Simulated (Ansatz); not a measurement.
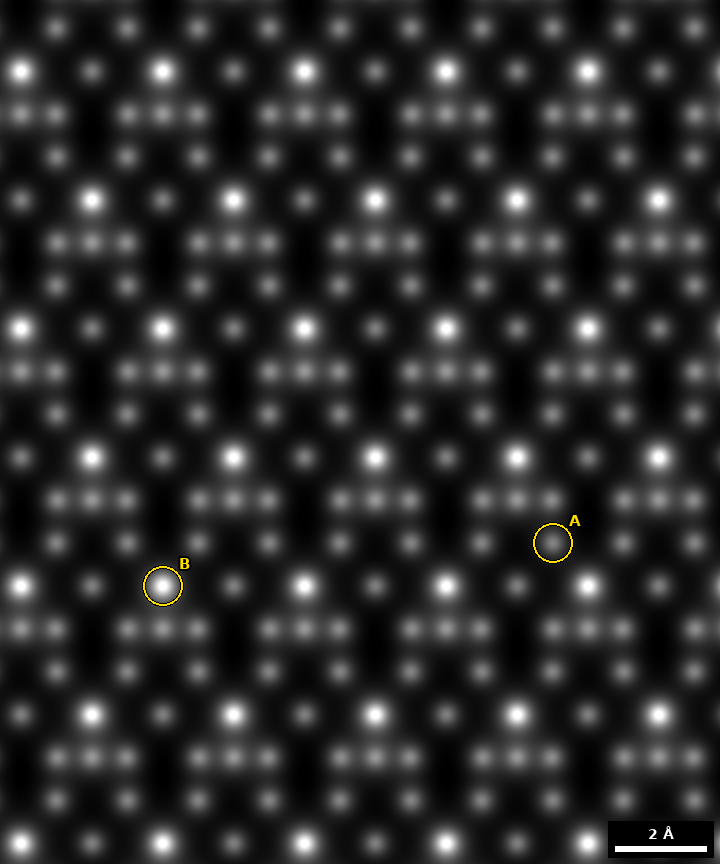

Projected-potential map of Sc (P-6m2, No. 187) along [201]. Computed as the sum of neutral-atom potentials (tabulated electron scattering factors, B = 0.3 Å²) projected along the beam and smoothed by 0.25 Å; brighter is more positive. Structure used: coordinates from a relaxation with Ansatz 0.2.0, DFT PBE, scalar-relativistic, plane waves, PAW; the starting structure was generated, so it need not be a known form of this composition.

Space group P-6m2 (No. 187). a = 3.295 Å, b = 3.295 Å, c = 20.968 Å, α = 90.00°, β = 90.00°, γ = 120.00°
```json
{"atom": "Sc", "site": "2g", "symmetry": "3m.", "x": "0.0000", "y": "0.0000", "z": "0.7517"}
{"atom": "Sc", "site": "2h", "symmetry": "3m.", "x": "0.3333", "y": "0.6667", "z": "0.8766"}
{"atom": "Sc", "site": "1a", "symmetry": "-6m2", "x": "0.0000", "y": "0.0000", "z": "0.0000"}
{"atom": "Sc", "site": "2i", "symmetry": "3m.", "x": "0.6667", "y": "0.3333", "z": "0.3757"}
{"atom": "Sc", "site": "1d", "symmetry": "-6m2", "x": "0.3333", "y": "0.6667", "z": "0.5000"}
```

Question: What lies under each ring?

Answer: A: Sc (1 Sc per 21.98 Å along the beam; about 50 % of the brightest peak). B: Sc (2 Sc per 21.98 Å along the beam; the brightest kind). Brightness is counted from the darkest point of the image.
